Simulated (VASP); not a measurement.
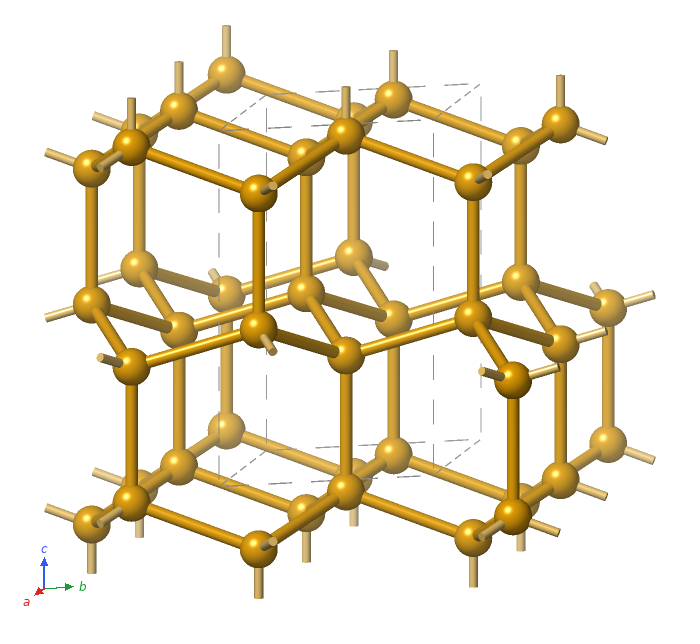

The picture shows a finite piece of the underlying net of a crystal structure, nodes on the atoms' positions. Nodes are coloured by topological kind. Short stubs are edges that leave the cut-out.

Question: Describe the net.

Answer: A uninodal 4-connected, three-periodic net. It is the lon net, known from lonsdaleite, wurtzite and tridymite.

Question: Give point symbol and coordination sequence.

Answer: 6⁶, sequence 4, 12, 25, 44, 67.

Where the net comes from. AlN (space group P6_3mc, No. 186): the geometry relaxed with VASP Kohn-Sham DFT of a periodic cell, LDA, VASP PAW LDA potentials, recommended in VASP. Bonds are taken as Al–N below 2.1 Å. Simplification: prune 0- and 1-connected atoms, fold 2-connected ones into links. Al and N are 4-connected nodes.
